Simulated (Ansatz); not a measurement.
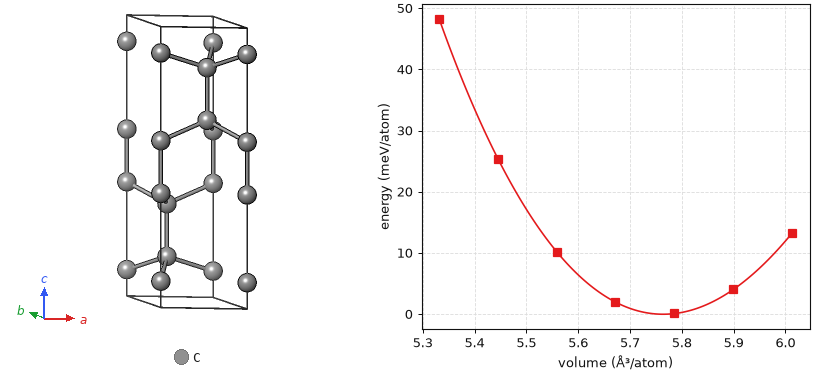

Plotted: energy against volume for C, space group P6_3/mmc (No. 194). The conventional cell is drawn beside the plot.

Starting cell:
```
C
1.0
     2.52210    0.00000    0.00000
    -1.26105    2.18420    0.00000
     0.00000    0.00000    8.23710
C
8
Cartesian
  1.2611 0.7281 6.9501
  0.0000 1.4561 2.8315
  1.2611 0.7281 5.4056
  0.0000 1.4561 1.2870
  0.0000 0.0000 7.4649
  0.0000 0.0000 3.3463
  0.0000 0.0000 4.8908
  0.0000 0.0000 0.7722
```

Computed with Ansatz 0.2.0: plane-wave DFT, no spin polarisation; energies at scaled volumes of the given cell, shape and fractions fixed, counted from the fit's minimum, third-order Birch-Murnaghan fit. Level: rPW86-PBE with rVV10.

- k mesh: 12×12×4
- occupations: Fermi–Dirac
- smearing width: 0.05 eV
- potentials: Ansatz PAW
- wave cutoff: 420 eV
- density cutoff: 2100 eV

Give the fitted equation-of-state parameters.

Answer. A third-order Birch–Murnaghan fit gives V0 = 5.76 Å³/atom, B0 = 423 GPa and B′ = 3.7.

Limits of the calculation: the functional was run on potentials made for another functional; shape and atomic fractions are frozen while scaling, which makes layered, chain and framework solids too stiff.

The computed values:

| volume (Å³/atom) | energy (meV/atom) |
| --- | --- |
| 5.3317 | 48.17 |
| 5.4452 | 25.37 |
| 5.5586 | 10.16 |
| 5.6720 | 1.95 |
| 5.7855 | 0.12 |
| 5.8989 | 4.05 |
| 6.0124 | 13.26 |
